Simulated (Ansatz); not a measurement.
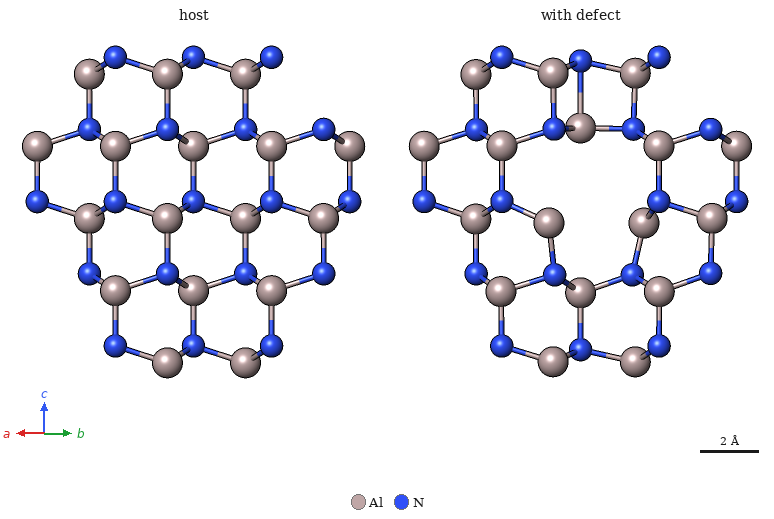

Left: perfect AlN. Right: the same region with one point defect, after relaxing the atoms in a supercell of 96 sites. Style: ball-and-stick. Shown: the atoms within 6.0 Å of one point, in a slice 5.0 Å thick across the line of sight, along [110].

Computed with Ansatz 0.2.0, DFT, PBEsol, PAW, plane waves. Settings: plane-wave cutoff 420 eV; k-point mesh 1 × 1 × 1; mesh shifted by (0.25, 0.25, 0.25); no spin polarisation. Fermi-Dirac smearing of 0.01 eV. A uniform background neutralises the charged cell. The axes drawn are those of the host's conventional cell.

Which defect is it?

Answer. A nitrogen atom is taken out (a vacancy).

The charge state of the cell is +3.

What does the relaxation do around it?

Answer. Around the empty N site the host had 4 Al at 1.89 to 1.91 Å; after relaxation the nearest atoms are 4 Al at 2.28 to 2.54 Å. Of the host's atoms, an aluminium atom moves furthest from its site, by 0.63 Å.

Limits of the set-up: the cell is charged, on a uniform background, and energies carry no finite-size correction.
